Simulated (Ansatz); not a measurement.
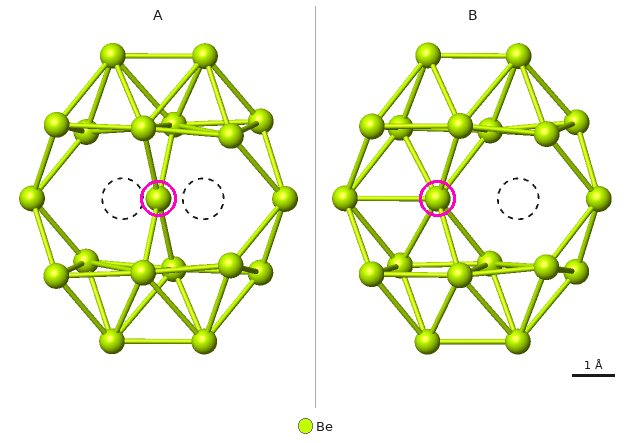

A vacancy jump of beryllium in Be (Im-3m phase), in a neutral cell with 23 atoms, whose images lie 6.1 Å apart. One frame is the relaxed vacancy; in the other the neighbouring Be atom (ringed) was set half-way along its jump of 2.16 Å and all atoms were relaxed in the symmetry of that start. Dashed circles mark empty sites. A ball-and-stick model of the slice 3.8 Å thick through the jump, out to 3.9 Å from its middle, seen across the jump.

All numbers below come from DFT PBEsol, scalar-relativistic, plane waves, PAW in Ansatz 0.2.0. Settings: plane-wave cutoff 420 eV; k-point mesh 6 × 6 × 4; occupations gaussian; smearing width 0.1 eV; no spin polarisation; atoms relaxed in a fixed cell; force threshold 0.02 eV/Å.

### Which frame is the half-way one, and how far apart are the two in energy?

Frame A is the half-way start after relaxation. It lies 0.43 eV above the relaxed vacancy. The atom stays half-way, on the straight line. The symmetry of the start was kept and can hold it there, so for a path with one hump at the middle this is the barrier or an upper bound to it. There it has 6 Be as nearest neighbours, the closest at 2.07 Å. Both cells are metallic on the mesh.

Limits of the set-up: the periodic images lie only 6.1 Å apart, so the values are limited by the cell's size.
